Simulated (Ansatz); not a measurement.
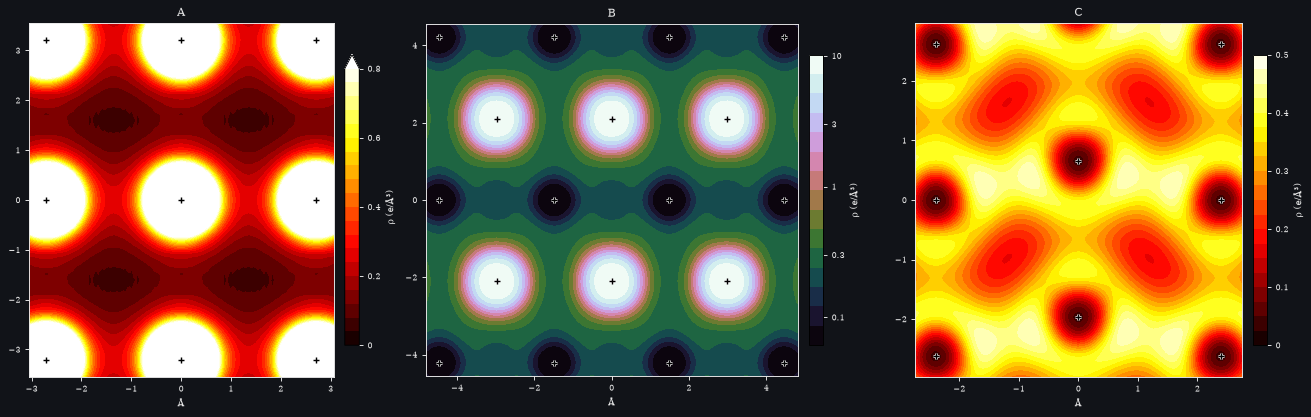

The valence pseudo-density of 3 systems, each on a plane through atoms (crosses mark nuclei in the plane).

Computed with Ansatz, DFT, PBEsol, PAW with Ansatz's default frozen-core files, scalar-relativistic; relaxation of cell and atoms.

System 1: Si, the (010) plane of the conventional cell. Space group I4₁/amd; a structure from a database of computed crystals, not necessarily the ambient phase.

```cif
data_structure
_symmetry_space_group_name_H-M 'P 1'
_symmetry_Int_Tables_number 1
_cell_length_a 4.7844
_cell_length_b 4.7844
_cell_length_c 2.6248
_cell_angle_alpha 90.000
_cell_angle_beta 90.000
_cell_angle_gamma 90.000
_cell_volume 60.08
loop_
_atom_site_label
_atom_site_type_symbol
_atom_site_fract_x
_atom_site_fract_y
_atom_site_fract_z
_atom_site_occupancy
Si1 Si 0.50000 0.00000 0.25000 1
Si2 Si 0.00000 0.50000 0.75000 1
Si3 Si 0.00000 0.00000 0.50000 1
Si4 Si 0.50000 0.50000 0.00000 1
```

System 2: Ga, the (010) plane of the conventional cell. Space group Cmcm.

System 3: AlRu, the (110) plane of the conventional cell. Space group Pm-3m; computed without spin polarisation.

```
Al Ru
1.0
     2.97651    0.00000    0.00000
     0.00000    2.97651    0.00000
     0.00000    0.00000    2.97651
Al Ru
1 1
Direct
  0.00000 0.00000 0.00000
  0.50000 0.50000 0.50000
```

**Which map belongs to which system?**

Panel A is system 2, Ga: the plane holds Ga. Ga–Ga (2.71 Å): the density is about 0.26 e/Å³ at the midpoint. Panel B is system 3, AlRu: the plane holds Al and Ru. Al–Ru (2.58 Å): the density is about 0.36 e/Å³ at the midpoint. Panel C is system 1, Si: the plane holds Si. Si–Si (2.48 Å): the density is about 0.44 e/Å³ at the midpoint.
